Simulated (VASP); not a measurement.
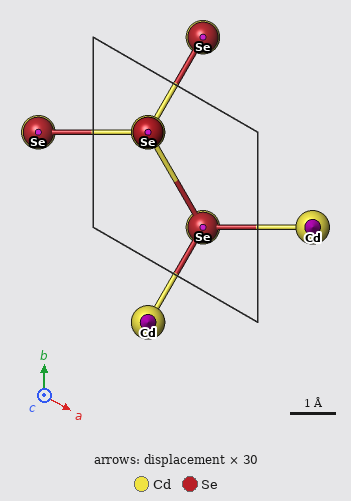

A relaxation of a crystal of CdSe (set up in P6_3mc). The starting structure is drawn; purple arrows show the displacements (the part carried along by the change of the cell is left out), 30 times their true length.

A ball-and-stick model of the cell of the calculation, seen along the c axis.

The run lets cell and atoms move.

These are results of Kohn-Sham DFT of a periodic cell, LDA, VASP PAW LDA potentials, recommended in VASP 6.6.1, not measurements.

Input
```
SYSTEM = CdSe
PREC = Accurate
ENCUT = 600
EDIFF = 1E-6
ISMEAR = 0
SIGMA = 0.03
LREAL = .False.
LASPH = .True.
NELM = 80
ALGO = Normal
ISIF = 3
LWAVE = .False.
LCHARG = .False.
IBRION = 2
NSW = 90
EDIFFG = -0.01
KPAR = 2
```

Run as
```bash
cat potpaw_LDA.64/Cd/POTCAR potpaw_LDA.64/Se/POTCAR > POTCAR
mpirun -np 2 vasp_std > vasp.out
```

Q: Describe the change and its energy.

A: The largest moves relative to the cell, 0.034 Å, are those of Cd and Se atoms. By element the largest moves are Cd 0.034 Å, Se 0.034 Å. The volume changes by −2.8 %, with a = b 4.300 → 4.257 Å (−1.0 %), c 7.020 → 6.962 Å (−0.8 %). Among the contacts that change: Cd–Se 2.703 → 2.613 Å. The space group stays P6_3mc (No. 186). The energy falls by 33.5 meV per cell of the calculation in 8 geometry steps. The largest force component goes from 0.27 to 0.0056 eV/Å. The pressure goes from −1.41 to 0.01 GPa.
